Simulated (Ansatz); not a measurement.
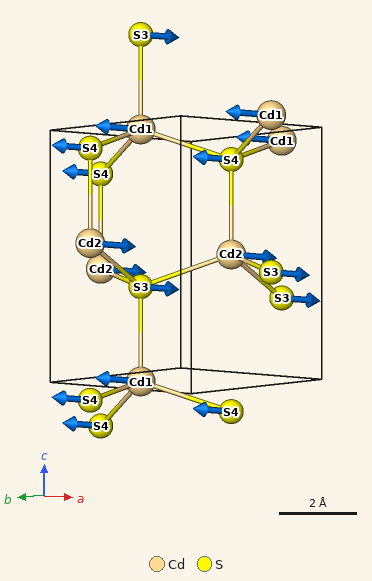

The lowest optical mode of solid CdS, space group P6₃mc (No. 186), at the zone centre. The blue arrows give the relative displacements of the atoms. A ball-and-stick model of the cell of the calculation, seen from a free direction.

The calculation used DFT PBEsol, scalar-relativistic, plane waves, PAW in Ansatz 0.2.0. (plane-wave cutoff 420 eV; k-point mesh 6 × 6 × 4; occupations fixed; no spin polarisation)

Frequencies are those without the non-analytic (LO–TO) term.

### Is the structure stable against all modes at this point?

Yes: this softest mode has a real frequency, and so have all others here. That speaks for this wave vector alone: the rest of the zone wasn't checked in this run. This is the E₂ mode (doubly degenerate; one member of the set is drawn) at 42 cm⁻¹, the lowest optical level, Raman-active by symmetry. All motion is along a; atoms of one kind move against one another, with no net shift of any sublattice; it mainly bends the Cd–S bonds; the kinetic energy is shared as Cd 83 %, S 17 %.
